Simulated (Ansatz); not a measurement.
Take the following structure.

```yaml
crystal:
  lattice:
    - [4.04411, 0.00000, 0.00000]
    - [-2.02205, 3.50230, 0.00000]
    - [0.00000, 0.00000, 38.92504]
  atoms:
    - { symbol: Ge, position: [0.00000, 0.00000, 0.00000] }
    - { symbol: Sb, position: [0.33333, 0.66667, 0.80879] }
    - { symbol: Sb, position: [0.00000, 0.00000, 0.85788] }
    - { symbol: Te, position: [0.66667, 0.33333, 0.76185] }
    - { symbol: Te, position: [0.66667, 0.33333, 0.90482] }
    - { symbol: Te, position: [0.33333, 0.66667, 0.95892] }
    - { symbol: Te, position: [0.00000, 0.00000, 0.70774] }
    - { symbol: Ge, position: [0.66667, 0.33333, 0.33333] }
    - { symbol: Sb, position: [0.00000, 0.00000, 0.14212] }
    - { symbol: Sb, position: [0.66667, 0.33333, 0.19121] }
    - { symbol: Te, position: [0.33333, 0.66667, 0.09518] }
    - { symbol: Te, position: [0.33333, 0.66667, 0.23815] }
    - { symbol: Te, position: [0.00000, 0.00000, 0.29226] }
    - { symbol: Te, position: [0.66667, 0.33333, 0.04108] }
    - { symbol: Ge, position: [0.33333, 0.66667, 0.66667] }
    - { symbol: Sb, position: [0.66667, 0.33333, 0.47546] }
    - { symbol: Sb, position: [0.33333, 0.66667, 0.52454] }
    - { symbol: Te, position: [0.00000, 0.00000, 0.42851] }
    - { symbol: Te, position: [0.00000, 0.00000, 0.57149] }
    - { symbol: Te, position: [0.66667, 0.33333, 0.62559] }
    - { symbol: Te, position: [0.33333, 0.66667, 0.37441] }
```

> Give a crystallographic description of this input.

Formula: GeSb2Te4. It belongs to space group R-3m (No. 166) and has a rhombohedral (trigonal R) lattice. With Z = 3, the cell contains 3 Ge, 6 Sb, 12 Te. Counting contacts within bonding distance, the coordination numbers are Ge 6, Sb 3 and Te 6. Not all metal-metal contacts are counted.

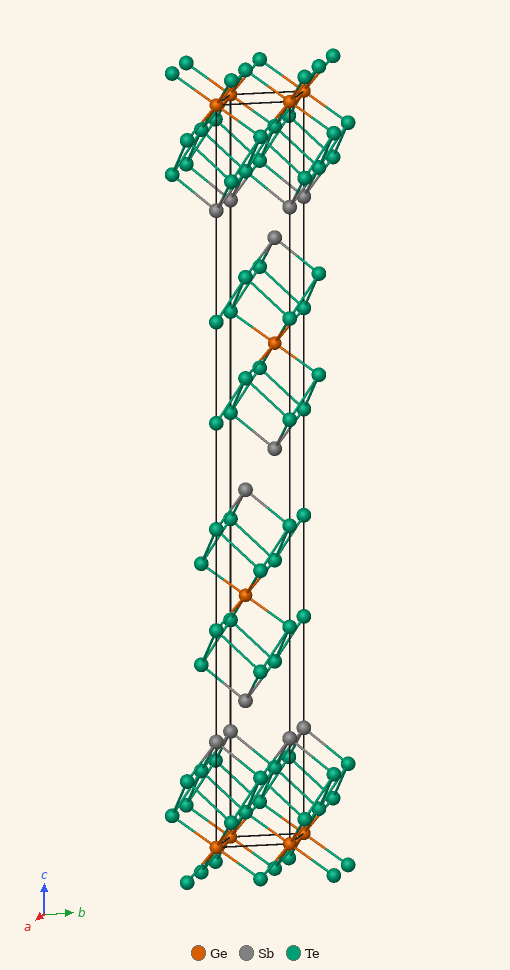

The image is a ball-and-stick drawing of a crystal, viewed slightly off an axis. One conventional unit cell is framed, with atoms on its boundary repeated. Some neighbours outside the box are added.

The structure was taken from a structure listed in the Materials Project. It was relaxed at fixed volume with DFT PBEsol, scalar-relativistic, plane waves, PAW (Ansatz).

At this level of theory the run's own cell isn't at rest (compressed, at 6 GPa), so its distances can differ from those at equilibrium, the more so the softer the solid.
